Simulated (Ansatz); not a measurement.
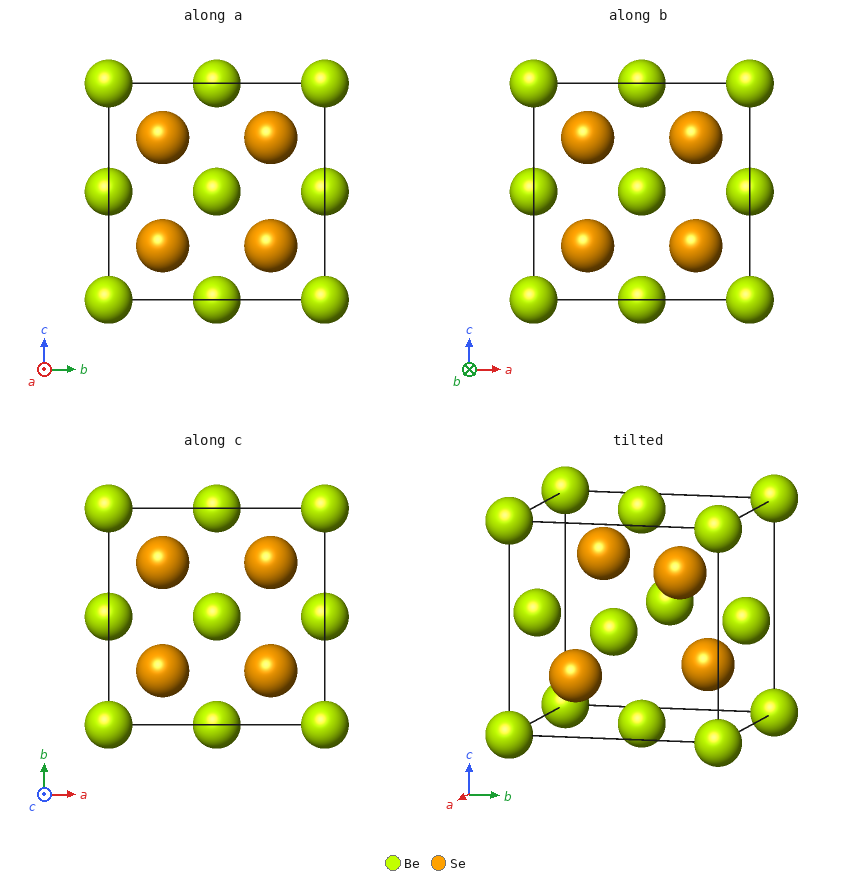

This spheres-only model is shown along the a axis, along the b axis, along the c axis and slightly off an axis. The lines enclose the conventional unit cell; boundary atoms appear with their images.

Lattice parameters: a = 4.9040 Å, b = 4.9040 Å, c = 4.9040 Å, α = 90.000°, β = 90.000°, γ = 90.000°.

### Record the structure as a CIF in P1 with every atom of the cell.

```cif
data_structure
_symmetry_space_group_name_H-M 'P 1'
_symmetry_Int_Tables_number 1
_cell_length_a 4.9040
_cell_length_b 4.9040
_cell_length_c 4.9040
_cell_angle_alpha 90.000
_cell_angle_beta 90.000
_cell_angle_gamma 90.000
_cell_volume 117.93
loop_
_atom_site_label
_atom_site_type_symbol
_atom_site_fract_x
_atom_site_fract_y
_atom_site_fract_z
_atom_site_occupancy
Be1 Be 0.0000 0.0000 0.0000 1
Se1 Se 0.2500 0.2500 0.7500 1
Be2 Be 0.0000 0.5000 0.5000 1
Se2 Se 0.2500 0.7500 0.2500 1
Be3 Be 0.5000 0.0000 0.5000 1
Se3 Se 0.7500 0.2500 0.2500 1
Be4 Be 0.5000 0.5000 0.0000 1
Se4 Se 0.7500 0.7500 0.7500 1
```

Its origin is a structure type filled with these elements by a generator (whether the compound takes this form wasn't checked). The cell was then strained or its atoms displaced on purpose. It was run through Ansatz as a DFT input.

At this level of theory the cell isn't at rest (compressed, at 17 GPa), so its distances can differ from those at equilibrium, the more so the softer the solid.
